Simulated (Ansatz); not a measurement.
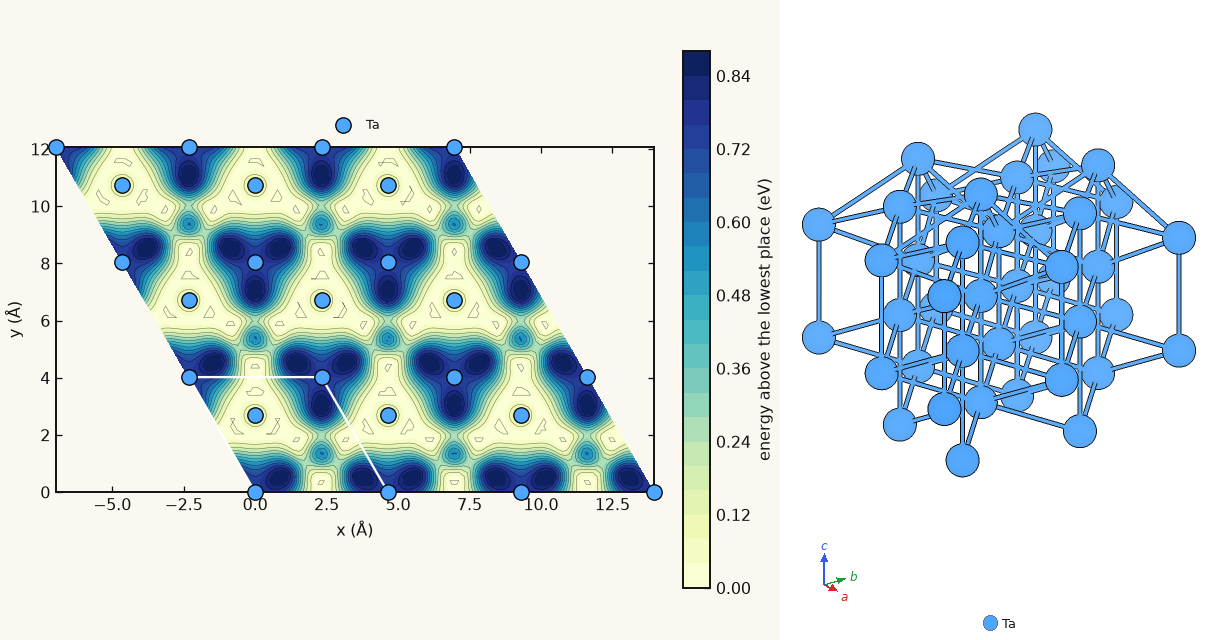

The figure shows the energy of the adatom over the surface cell, seen from above for H on a slab of content Ta. The map is interpolated from a 6×6 grid and repeated; circles mark the atoms within 1 Å of the top, the white lines the surface cell, whose origin is the highest atom. The clean slab (repeated in the plane, vacuum cut away) is drawn beside the plot.

Starting cell:
```yaml
crystal:
  lattice:
    - [4.64560, 0.00000, 0.00000]
    - [-2.32280, 4.02320, 0.00000]
    - [0.00000, 0.00000, 23.63800]
  atoms:
    - { symbol: Ta, position: [0.66667, 0.33333, 0.35959] }
    - { symbol: Ta, position: [0.33333, 0.66667, 0.39971] }
    - { symbol: Ta, position: [0.00000, 0.00000, 0.43982] }
    - { symbol: Ta, position: [0.66667, 0.33333, 0.47994] }
    - { symbol: Ta, position: [0.33333, 0.66667, 0.51656] }
    - { symbol: Ta, position: [0.00000, 0.00000, 0.56384] }
    - { symbol: Ta, position: [0.66667, 0.33333, 0.59900] }
    - { symbol: Ta, position: [0.33333, 0.66667, 0.62792] }
```

Computed with Ansatz 0.2.0: energy and height of an adatom over a grid of places on the top face of the given rigid slab, only its height relaxed, places count in fractions of the surface's own cell from its highest atom, energies count from the lowest place, plane waves with PAW datasets, Γ-centred k mesh. Level: PBE with D3(BJ), no spin polarisation.

wave cutoff 420 eV; k mesh 6×6×1; occupations Gaussian; smearing width 0.1 eV; boundary dipole corrected; surface cell (1, 1).

**Where does the adatom sit lowest, and where highest?**

The lowest grid place is (0.167, 0.5) in fractions of the surface cell, with the adatom 1.02 Å high, and (0, 0.5) is as low within 0.02 eV, and (0.167, 0.667) is as low within 0.02 eV; the highest is (0.333, 0.167), 0.85 eV above it, at a height of 1.30 Å.

**How does the place on top of the highest atom compare?**

On top of the highest surface atom it lies 0.73 eV above the lowest place.

Limits of the calculation: coarse k mesh; xc potential rough in thin density.

The computed values:

Energy above the lowest place (eV); rows: first fraction, columns: second fraction:
```json
{"": "0", "0": "0.73", "0.167": "0.76", "0.333": "0.33", "0.5": "0.01", "0.667": "0.33", "0.833": "0.76"}
{"": "0.167", "0": "0.76", "0.167": "0.76", "0.333": "0.27", "0.5": "0.00", "0.667": "0.00", "0.833": "0.27"}
{"": "0.333", "0": "0.33", "0.167": "0.85", "0.333": "0.33", "0.5": "0.00", "0.667": "0.18", "0.833": "0.00"}
{"": "0.5", "0": "0.01", "0.167": "0.12", "0.333": "0.12", "0.5": "0.01", "0.667": "0.00", "0.833": "0.00"}
{"": "0.667", "0": "0.33", "0.167": "0.12", "0.333": "0.58", "0.5": "0.12", "0.667": "0.33", "0.833": "0.27"}
{"": "0.833", "0": "0.76", "0.167": "0.85", "0.333": "0.12", "0.5": "0.12", "0.667": "0.85", "0.833": "0.76"}
```
